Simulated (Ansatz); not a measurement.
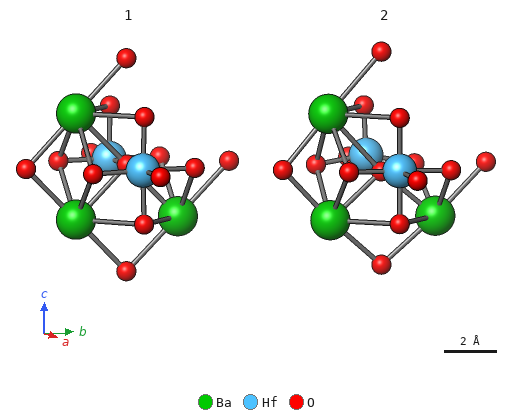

Two geometries of a defect cell of composition Ba$_{7}$Hf$_{8}$O$_{23}$, drawn at one scale. One is the start of a relaxation, the other its converged end. The picture is a ball-and-stick view of the atoms within 4.2 Å of the atom that moves most (axes of the cell of the calculation (origin shifted)), seen slightly off an axis.

All numbers below come from DFT, PBEsol, PAW, plane waves in Ansatz 0.2.0. Settings: plane-wave cutoff 420 eV; k-point mesh 1 × 1 × 1; mesh shifted by (0.25, 0.25, 0.25); no spin polarisation; atoms relaxed in a fixed cell; force threshold 0.03 eV/Å; at most 80 steps.

> Which one is relaxed?

Structure 2 is the relaxed one. The largest move is that of an O atom, 0.28 Å roughly along [−1 −1 −3]. By element the largest moves are O 0.28 Å, Hf 0.19 Å, Ba 0.17 Å. The cell stays as it was. Near-neighbour distances that change, for instance: Ba–O 2.920 → 3.210 Å, Ba–O 2.940 → 3.214 Å, Ba–O 2.935 → 2.792 Å, Ba–O 2.969 → 2.830 Å. Bond angles that change, for instance: O–Hf–O 178.6° → 159.8°, Hf–O–Hf 178.3° → 161.2°, O–Hf–O 89.6° → 103.6°. After 5 accepted moves (6 points after the start) the energy has fallen by 4.085 eV per cell of the calculation. Largest force component: 5.6 eV/Å at the start, 0.018 eV/Å at the end. The line search rejected the trial step at point 5 of the run.

Limits of the set-up: the periodic images lie only 8.3 Å apart, so the values are limited by the cell's size.
